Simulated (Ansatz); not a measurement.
Run report: Ti$_{3}$Al, geometry relaxation (part 1 of 3)

System: Ti$_{3}$Al (slab, 24 atoms in the cell).
Method: DFT r2SCAN, scalar-relativistic, plane waves, PAW, no spin polarisation (Ansatz 0.2.0).

The structure derives from an entry of the Crystallography Open Database. It belongs to a series of runs on one base structure; here: (0 0 1) slab, atoms relaxed. Figures and captions count atoms from 1; the log counts them from 0 in places.

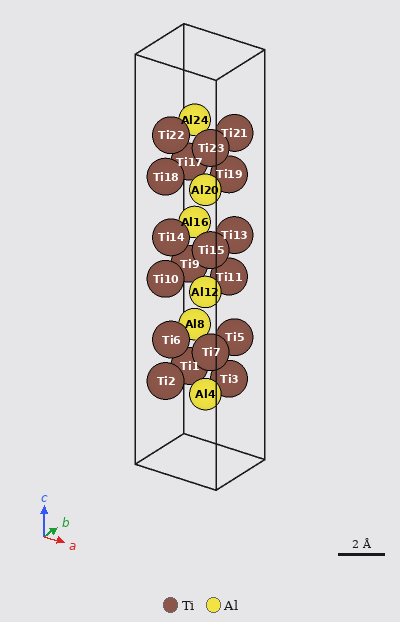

**Figure 1.** The input geometry (spheres-only view of the cell of the calculation, with the vacuum cut short, seen slightly off an axis; atoms are numbered from 1 in the order of the input). An atom can appear more than once, as a periodic image.

### Input file
```yaml
crystal:
  lattice:
    - [5.7469395395, 0.0, 0.0]
    - [-2.8734697697, 4.9769956352, 0.0]
    - [0.0, 0.0, 26.5778247219]
  atoms:
    - { symbol: Ti, position: [0.1702244452, 0.8297755548, 0.282190137] }
    - { symbol: Ti, position: [0.1702244452, 0.3404488904, 0.282190137] }
    - { symbol: Ti, position: [0.6595511096, 0.8297755548, 0.282190137] }
    - { symbol: Al, position: [0.6666666667, 0.3333333333, 0.282190137] }
    - { symbol: Ti, position: [0.8297755548, 0.6595511096, 0.3693140822] }
    - { symbol: Ti, position: [0.3404488904, 0.1702244452, 0.3693140822] }
    - { symbol: Ti, position: [0.8297755548, 0.1702244452, 0.3693140822] }
    - { symbol: Al, position: [0.3333333333, 0.6666666667, 0.3693140822] }
    - { symbol: Ti, position: [0.1702244452, 0.8297755548, 0.4564380274] }
    - { symbol: Ti, position: [0.1702244452, 0.3404488904, 0.4564380274] }
    - { symbol: Ti, position: [0.6595511096, 0.8297755548, 0.4564380274] }
    - { symbol: Al, position: [0.6666666667, 0.3333333333, 0.4564380274] }
    - { symbol: Ti, position: [0.8297755548, 0.6595511096, 0.5435619726] }
    - { symbol: Ti, position: [0.3404488904, 0.1702244452, 0.5435619726] }
    - { symbol: Ti, position: [0.8297755548, 0.1702244452, 0.5435619726] }
    - { symbol: Al, position: [0.3333333333, 0.6666666667, 0.5435619726] }
    - { symbol: Ti, position: [0.1702244452, 0.8297755548, 0.6306859178] }
    - { symbol: Ti, position: [0.1702244452, 0.3404488904, 0.6306859178] }
    - { symbol: Ti, position: [0.6595511096, 0.8297755548, 0.6306859178] }
    - { symbol: Al, position: [0.6666666667, 0.3333333333, 0.6306859178] }
    - { symbol: Ti, position: [0.8297755548, 0.6595511096, 0.717809863] }
    - { symbol: Ti, position: [0.3404488904, 0.1702244452, 0.717809863] }
    - { symbol: Ti, position: [0.8297755548, 0.1702244452, 0.717809863] }
    - { symbol: Al, position: [0.3333333333, 0.6666666667, 0.717809863] }
basis:
  ecutwfc: 500
kpoints:
  mp_grid: { grid: [6, 6, 1] }
hamiltonian:
  xc: r2scan
scf:
  occupations: { method: gaussian, width: 0.1 }
output:
  forces: true
  eigenvalues: true
  write_density: true
  write_potential: true
  elf: true
  volumetric_format: npy
relax:
  adjacent_minimum: "off"
  f_tol: 0.02
  max_steps: 60
efield:
  axis: 3
  dipole_correction: true
  ramp_width: 0.04
```

Run as:
```bash
ansatz run input.yaml --threads 4 --pin off --max-ram 10240MiB --backend cpu --events-out ev --progress --plain --runs-dir out
```

### Output
```
Engine: ansatz 0.2.0, x86_64-unknown-linux-gnu
Pseudopotentials: kind: paw
Pseudopotential: Ti, paw, valence charge 12, recommended cutoff 500 eV (meta_gga), Ti.paw.azcp
Pseudopotential: Al, paw, valence charge 3, recommended cutoff 500 eV (meta_gga), Al.paw.azcp
Functional definition: r2SCAN
  parameter k0 = 0.174
  parameter k1 = 0.065
  parameter a1 = 4.9479
  exchange = r2scan_x(k0 = k0, k1 = k1, a1 = a1)
  correlation = r2scan_c
Crystal: 24 atoms, lattice volume = 760.192 Å³
Basis set: ecut = 500 eV, 19333 PW (Γ), exchange–correlation on 180×180×800 points (64 copies of the dense FFT grid, shifted against one another)
Bands: 141, of which v1, the nominal top of the filled ones, is band 117 counted from 1 (116 counted from 0)
Symmetry: 6 space group operations
k-points: 7 of 36 (time reversal used)
Non-local potential: Ti, projectors of the file, l = 0: 3, l = 1: 2, l = 2: 3, l = 3: 1
Non-local potential: Al, projectors of the file, l = 0: 2, l = 1: 2, l = 2: 1
PAW form: soft (Blöchl's): semilocal exchange-correlation on the pseudo side does not see the compensation charge
PAW frozen core: Ti, regenerated for the run's functional (the file was generated under x = pbe(κ = 0.804, μ = 0.2195149727645171), c = pbe(β = 0.06672455060314922))
PAW frozen core: Al, regenerated for the run's functional (the file was generated under x = pbe(κ = 0.804, μ = 0.2195149727645171), c = pbe(β = 0.06672455060314922))
PAW one-centre angular grid: Ti, 590 points (default); XC on 160 Gauss nodes
PAW one-centre angular grid: Al, 302 points (default); XC on 160 Gauss nodes
Initial density: superposition of atomic densities (neutral atoms: chi_scale 0, normalization atom), corrected by the library's trained network
Initial wavefunctions: pseudopotential atomic-orbital guess
Functional: x = r2scan, c = r2scan; τ floored in thin density (d = 2e-4 eV/Å³)
SCF iter   1: F=—  HF=-48320.444996 eV  |F-HF|=—  |Δ(HF+E_count)|=         —  Δρ=1.39e-2  dr2=8.27e0  dr2_τ=2.26e-1  ethr=1.77e-3  p=0.000 e·Å  D=2.94e-15 V/Å  ΔV_dip=-0.00 eV  dr2_dipole=2.67e-9  V_vac-E_F(+/−)=3.97/3.97 eV  ⟨swp⟩=10.7  Hψ=5236  notcnv=0
efield: sawtooth ramp at fractional position 0.9800 (placed from the atoms, in the widest stretch of the axis that holds none; the zero of the levels goes with the place), width 0.0400; the density the first Hamiltonian is built on has a dipole p = 0.000 e·Å; the dipole correction subtracts the counter field D = 2.94e-15 V/Å, which shifts the + side's vacuum level by -0.00 eV against the − side's; the planar-averaged density in the ramp window peaks in size at 6.2e-5 e/Å³
preconditioner: auto → LDOS  [metal: Δε(μ)=0.038 eV  Ē_g=3.041 eV  σ=0.100 eV  W_gap=0.21  n_scr=138 (ndim 8)  ℏωp=12.8 eV  f_vac=0.415  D(μ)=28.36/eV (n_scr^D=230)  β→1.0]
SCF iter   2: F=—  HF=-48320.782668 eV  |F-HF|=—  |Δ(HF+E_count)|=   3.38e-1  Δρ=9.29e-3  dr2=1.30e0  dr2_τ=7.47e-2  ethr=1.77e-3  p=0.000 e·Å  D=1.02e-6 V/Å  ΔV_dip=-0.00 eV  dr2_dipole=7.20e-8  V_vac-E_F(+/−)=4.18/4.18 eV  ⟨swp⟩=4.1  Hψ=2271  notcnv=0  defer=36
SCF iter   3: F=—  HF=-48320.691522 eV  |F-HF|=—  |Δ(HF+E_count)|=   9.11e-2  Δρ=2.19e-3  dr2=8.23e-2  dr2_τ=2.06e-3  ethr=5.56e-4  p=0.000 e·Å  D=3.43e-6 V/Å  ΔV_dip=-0.00 eV  dr2_dipole=7.93e-10  V_vac-E_F(+/−)=4.14/4.14 eV  ⟨swp⟩=3.3  Hψ=1911  notcnv=0  defer=36
SCF iter   4: F=—  HF=-48320.686258 eV  |F-HF|=—  |Δ(HF+E_count)|=   5.26e-3  Δρ=5.37e-4  dr2=3.63e-3  dr2_τ=1.04e-4  ethr=3.52e-5  p=0.000 e·Å  D=2.61e-6 V/Å  ΔV_dip=-0.00 eV  dr2_dipole=8.34e-9  V_vac-E_F(+/−)=4.17/4.17 eV  ⟨swp⟩=2.3  Hψ=1393  notcnv=0  defer=36
SCF iter   5: F=—  HF=-48320.686824 eV  |F-HF|=—  |Δ(HF+E_count)|=   5.66e-4  Δρ=2.51e-4  dr2=1.16e-3  dr2_τ=3.83e-5  ethr=1.55e-6  p=0.000 e·Å  D=1.97e-6 V/Å  ΔV_dip=-0.00 eV  dr2_dipole=9.53e-9  V_vac-E_F(+/−)=4.20/4.20 eV  ⟨swp⟩=3.9  Hψ=2075  notcnv=0  defer=36
SCF iter   6: F=—  HF=-48320.686891 eV  |F-HF|=—  |Δ(HF+E_count)|=   6.75e-5  Δρ=7.58e-5  dr2=7.44e-5  dr2_τ=2.06e-6  ethr=4.97e-7  p=0.000 e·Å  D=1.30e-6 V/Å  ΔV_dip=-0.00 eV  dr2_dipole=2.04e-9  V_vac-E_F(+/−)=4.20/4.20 eV  ⟨swp⟩=2.3  Hψ=1462  notcnv=0  defer=36
SCF iter   7: F=—  HF=-48320.686949 eV  |F-HF|=—  |Δ(HF+E_count)|=   5.72e-5  Δρ=3.49e-5  dr2=4.18e-5  dr2_τ=4.06e-7  ethr=4.27e-9  p=0.000 e·Å  D=6.67e-7 V/Å  ΔV_dip=-0.00 eV  dr2_dipole=1.25e-12  V_vac-E_F(+/−)=4.21/4.21 eV  ⟨swp⟩=29.3  Hψ=10809  notcnv=0
SCF iter   8: F=-48320.686954 eV  HF=-48320.686955 eV  |F-HF|=1.38e-7  |Δ(HF+E_count)|=   5.97e-6  Δρ=1.27e-5  dr2=2.96e-6  dr2_τ=7.35e-8  ethr=4.27e-9  p=0.000 e·Å  D=3.08e-7 V/Å  ΔV_dip=-0.00 eV  dr2_dipole=2.29e-13  V_vac-E_F(+/−)=4.21/4.21 eV  ⟨swp⟩=13.1  Hψ=8348  notcnv=0
SCF 1 converged in 8 iterations: F = -48320.686954 eV  dr2 = 2.96e-6
  greatest PAW one-centre occupation: 1.001 electrons in one spin orbital (limit 2), on the Ti atom at site 22 (counted from 0), in its partial waves of l = 1
relax step   1: F+E_penalty+E_count = -48320.68695448 eV  Δ(F+E_penalty+E_count) = +0.000e0 eV  max|allowed force component| = 3.437e-1 eV/Å  Δτ_max = 0.0000 Å  (8 SCF iters, dr2 threshold 1.00e-5 eV, accepted)
Initial density: handed on by an earlier stage of this run
Initial wavefunctions: those handed on with the density
iter 1 solved again at ethr=1.03e-3 eV; its pass at ethr=3.10e-3 eV (dr2=2.40e0 eV) is discarded
SCF iter   1: F=—  HF=-48318.726720 eV  |F-HF|=—  |Δ(HF+E_count)|=         —  Δρ=1.05e-2  dr2=2.46e0  dr2_τ=6.96e0  ethr=1.03e-3  p=0.000 e·Å  D=3.08e-7 V/Å  ΔV_dip=-0.00 eV  dr2_dipole=2.89e-9  V_vac-E_F(+/−)=4.25/4.25 eV  ⟨swp⟩=1.4  Hψ=3316  notcnv=0  defer=27
efield: sawtooth ramp at fractional position 0.9800 (handed on by an earlier solve), width 0.0400; the density the first Hamiltonian is built on has a dipole p = 0.000 e·Å; the dipole correction subtracts the counter field D = 3.08e-7 V/Å, which shifts the + side's vacuum level by -0.00 eV against the − side's; the planar-averaged density in the ramp window peaks in size at 1.3e-6 e/Å³
preconditioner: auto → LDOS  [metal: Δε(μ)=0.014 eV  Ē_g=3.015 eV  σ=0.100 eV  W_gap=0.08  n_scr=138 (ndim 8)  ℏωp=12.8 eV  f_vac=0.425  D(μ)=33.18/eV (n_scr^D=304)  β→1.0]
SCF iter   2: F=—  HF=-48320.884854 eV  |F-HF|=—  |Δ(HF+E_count)|=    2.16e0  Δρ=8.03e-3  dr2=1.37e0  dr2_τ=2.57e-2  ethr=1.03e-3  p=0.000 e·Å  D=8.44e-7 V/Å  ΔV_dip=-0.00 eV  dr2_dipole=5.33e-9  V_vac-E_F(+/−)=4.18/4.18 eV  ⟨swp⟩=3.6  Hψ=1870  notcnv=0  defer=27
SCF iter   3: F=—  HF=-48320.783785 eV  |F-HF|=—  |Δ(HF+E_count)|=   1.01e-1  Δρ=1.87e-3  dr2=1.13e-1  dr2_τ=3.63e-3  ethr=5.84e-4  p=0.000 e·Å  D=8.44e-7 V/Å  ΔV_dip=-0.00 eV  dr2_dipole=9.52e-10  V_vac-E_F(+/−)=4.27/4.27 eV  ⟨swp⟩=2.1  Hψ=1463  notcnv=0  defer=35
SCF iter   4: F=—  HF=-48320.783157 eV  |F-HF|=—  |Δ(HF+E_count)|=   6.28e-4  Δρ=6.78e-4  dr2=1.11e-2  dr2_τ=8.77e-5  ethr=4.81e-5  p=0.000 e·Å  D=1.02e-6 V/Å  ΔV_dip=-0.00 eV  dr2_dipole=1.40e-9  V_vac-E_F(+/−)=4.28/4.28 eV  ⟨swp⟩=2.0  Hψ=1314  notcnv=0  defer=55
SCF iter   5: F=—  HF=-48320.786397 eV  |F-HF|=—  |Δ(HF+E_count)|=   3.24e-3  Δρ=4.00e-4  dr2=3.43e-3  dr2_τ=1.02e-4  ethr=4.74e-6  p=0.000 e·Å  D=8.94e-8 V/Å  ΔV_dip=-0.00 eV  dr2_dipole=5.75e-10  V_vac-E_F(+/−)=4.29/4.29 eV  ⟨swp⟩=2.1  Hψ=1370  notcnv=0  defer=55
SCF iter   6: F=—  HF=-48320.785445 eV  |F-HF|=—  |Δ(HF+E_count)|=   9.52e-4  Δρ=1.04e-4  dr2=1.68e-4  dr2_τ=1.47e-6  ethr=1.46e-6  p=0.000 e·Å  D=1.20e-7 V/Å  ΔV_dip=-0.00 eV  dr2_dipole=4.51e-10  V_vac-E_F(+/−)=4.30/4.30 eV  ⟨swp⟩=2.9  Hψ=1807  notcnv=0  defer=55
SCF iter   7: F=—  HF=-48320.785536 eV  |F-HF|=—  |Δ(HF+E_count)|=   9.12e-5  Δρ=5.77e-5  dr2=9.76e-5  dr2_τ=1.57e-6  ethr=7.18e-8  p=0.000 e·Å  D=8.47e-8 V/Å  ΔV_dip=-0.00 eV  dr2_dipole=9.12e-12  V_vac-E_F(+/−)=4.31/4.31 eV  ⟨swp⟩=2.9  Hψ=1755  notcnv=0  defer=55
SCF iter   8: F=—  HF=-48320.785536 eV  |F-HF|=—  |Δ(HF+E_count)|=   1.09e-7  Δρ=2.86e-5  dr2=3.26e-5  dr2_τ=2.25e-7  ethr=4.17e-8  p=0.000 e·Å  D=5.98e-8 V/Å  ΔV_dip=-0.00 eV  dr2_dipole=1.88e-11  V_vac-E_F(+/−)=4.31/4.31 eV  ⟨swp⟩=2.0  Hψ=1204  notcnv=0  defer=55
SCF iter   9: F=-48320.785533 eV  HF=-48320.785534 eV  |F-HF|=9.21e-7  |Δ(HF+E_count)|=   1.78e-6  Δρ=7.65e-6  dr2=1.82e-6  dr2_τ=7.76e-9  ethr=3.16e-9  p=0.000 e·Å  D=2.90e-8 V/Å  ΔV_dip=-0.00 eV  dr2_dipole=1.56e-14  V_vac-E_F(+/−)=4.31/4.31 eV  ⟨swp⟩=25.4  Hψ=9036  notcnv=0
SCF 2 converged in 9 iterations: F = -48320.785533 eV  dr2 = 1.82e-6
relax step   2: F+E_penalty+E_count = -48320.78553316 eV  Δ(F+E_penalty+E_count) = -9.858e-2 eV  max|allowed force component| = 2.191e-1 eV/Å  Δτ_max = 0.1296 Å  (9 SCF iters, dr2 threshold 7.38e-6 eV, accepted)
SCF iter   1: F=—  HF=-48320.289437 eV  |F-HF|=—  |Δ(HF+E_count)|=         —  Δρ=5.04e-3  dr2=9.51e-1  dr2_τ=9.46e-1  ethr=1.56e-3  p=0.000 e·Å  D=2.90e-8 V/Å  ΔV_dip=-0.00 eV  dr2_dipole=2.21e-9  V_vac-E_F(+/−)=4.30/4.30 eV  ⟨swp⟩=3.0  Hψ=1756  notcnv=0  defer=43
efield: sawtooth ramp at fractional position 0.9800 (handed on by an earlier solve), width 0.0400; the density the first Hamiltonian is built on has a dipole p = 0.000 e·Å; the dipole correction subtracts the counter field D = 2.90e-8 V/Å, which shifts the + side's vacuum level by -0.00 eV against the − side's; the planar-averaged density in the ramp window peaks in size at 1.5e-6 e/Å³
preconditioner: auto → LDOS  [metal: Δε(μ)=0.014 eV  Ē_g=2.983 eV  σ=0.100 eV  W_gap=0.08  n_scr=138 (ndim 8)  ℏωp=12.8 eV  f_vac=0.417  D(μ)=35.78/eV (n_scr^D=342)  β→1.0]
SCF iter   2: F=—  HF=-48320.828986 eV  |F-HF|=—  |Δ(HF+E_count)|=   5.40e-1  Δρ=3.05e-3  dr2=4.57e-1  dr2_τ=4.98e-3  ethr=4.07e-4  p=0.000 e·Å  D=3.43e-8 V/Å  ΔV_dip=-0.00 eV  dr2_dipole=3.41e-10  V_vac-E_F(+/−)=4.33/4.33 eV  ⟨swp⟩=2.0  Hψ=1464  notcnv=0  defer=59
SCF iter   3: F=—  HF=-48320.829043 eV  |F-HF|=—  |Δ(HF+E_count)|=   5.67e-5  Δρ=7.83e-4  dr2=2.07e-2  dr2_τ=1.01e-3  ethr=1.95e-4  p=0.000 e·Å  D=1.66e-7 V/Å  ΔV_dip=-0.00 eV  dr2_dipole=6.35e-10  V_vac-E_F(+/−)=4.31/4.31 eV  ⟨swp⟩=2.0  Hψ=1126  notcnv=0  defer=59
SCF iter   4: F=—  HF=-48320.829262 eV  |F-HF|=—  |Δ(HF+E_count)|=   2.19e-4  Δρ=6.47e-4  dr2=1.29e-2  dr2_τ=2.55e-4  ethr=8.84e-6  p=-0.000 e·Å  D=-6.66e-8 V/Å  ΔV_dip=0.00 eV  dr2_dipole=1.56e-9  V_vac-E_F(+/−)=4.31/4.31 eV  ⟨swp⟩=3.0  Hψ=1620  notcnv=0  defer=59
SCF iter   5: F=—  HF=-48320.828698 eV  |F-HF|=—  |Δ(HF+E_count)|=   5.64e-4  Δρ=1.18e-4  dr2=8.79e-5  dr2_τ=4.75e-6  ethr=5.49e-6  p=-0.000 e·Å  D=-1.95e-9 V/Å  ΔV_dip=0.00 eV  dr2_dipole=5.27e-12  V_vac-E_F(+/−)=4.30/4.30 eV  ⟨swp⟩=2.0  Hψ=1047  notcnv=0  defer=59
SCF iter   6: F=—  HF=-48320.828297 eV  |F-HF|=—  |Δ(HF+E_count)|=   4.00e-4  Δρ=5.57e-5  dr2=5.61e-5  dr2_τ=1.14e-6  ethr=3.76e-8  p=-0.000 e·Å  D=-2.62e-8 V/Å  ΔV_dip=0.00 eV  dr2_dipole=2.20e-11  V_vac-E_F(+/−)=4.30/4.30 eV  ⟨swp⟩=3.0  Hψ=1855  notcnv=0  defer=57
SCF iter   7: F=—  HF=-48320.828297 eV  |F-HF|=—  |Δ(HF+E_count)|=   7.21e-8  Δρ=2.47e-5  dr2=7.82e-6  dr2_τ=1.54e-7  ethr=2.40e-8  p=-0.000 e·Å  D=-1.31e-8 V/Å  ΔV_dip=0.00 eV  dr2_dipole=1.02e-11  V_vac-E_F(+/−)=4.30/4.30 eV  ⟨swp⟩=2.3  Hψ=1428  notcnv=0  defer=57
SCF iter   8: F=-48320.828297 eV  HF=-48320.828298 eV  |F-HF|=1.17e-6  |Δ(HF+E_count)|=   8.38e-7  Δρ=9.02e-6  dr2=2.40e-6  dr2_τ=3.28e-8  ethr=1.28e-9  p=-0.000 e·Å  D=-7.55e-9 V/Å  ΔV_dip=0.00 eV  dr2_dipole=1.23e-12  V_vac-E_F(+/−)=4.30/4.30 eV  ⟨swp⟩=24.7  Hψ=9938  notcnv=0
SCF 3 converged in 8 iterations: F = -48320.828297 eV  dr2 = 2.40e-6
  greatest PAW one-centre occupation: 1.001 electrons in one spin orbital (limit 2), on the Ti atom at site 1 (counted from 0), in its partial waves of l = 1
relax step   3: F+E_penalty+E_count = -48320.82829707 eV  Δ(F+E_penalty+E_count) = -4.276e-2 eV  max|allowed force component| = 4.774e-2 eV/Å  Δτ_max = 0.0503 Å  (8 SCF iters, dr2 threshold 3.00e-6 eV, accepted)
```
